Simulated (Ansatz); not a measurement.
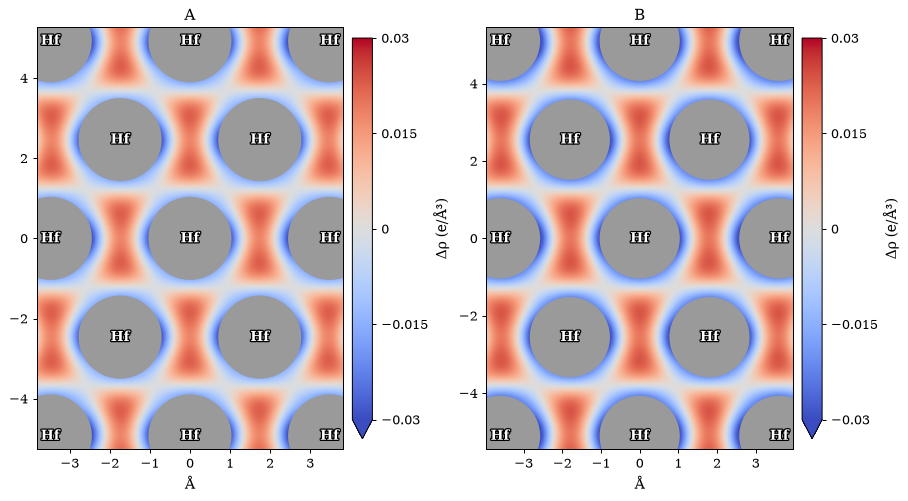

Hf: deformation density on the (101̄) plane of the conventional cell at two volumes, with the same fractional coordinates and one colour scale. Grey discs cover the cores. Panel A has 90 % of the volume of panel B.

Space group Im-3m. This isn't the usual form at ambient conditions.

Theory: DFT LDA, scalar-relativistic, plane waves, PAW (Ansatz).

### How do bonds, bonding charge and pressure respond to this change of volume?

From B to A, Hf–Hf goes from 3.13 to 3.02 Å, and Δρ at its midpoint stays at about zero. The pressure is −13 GPa in B and −4 GPa in A. The rearranged charge is 0.19 e an atom in B and 0.16 e in A.
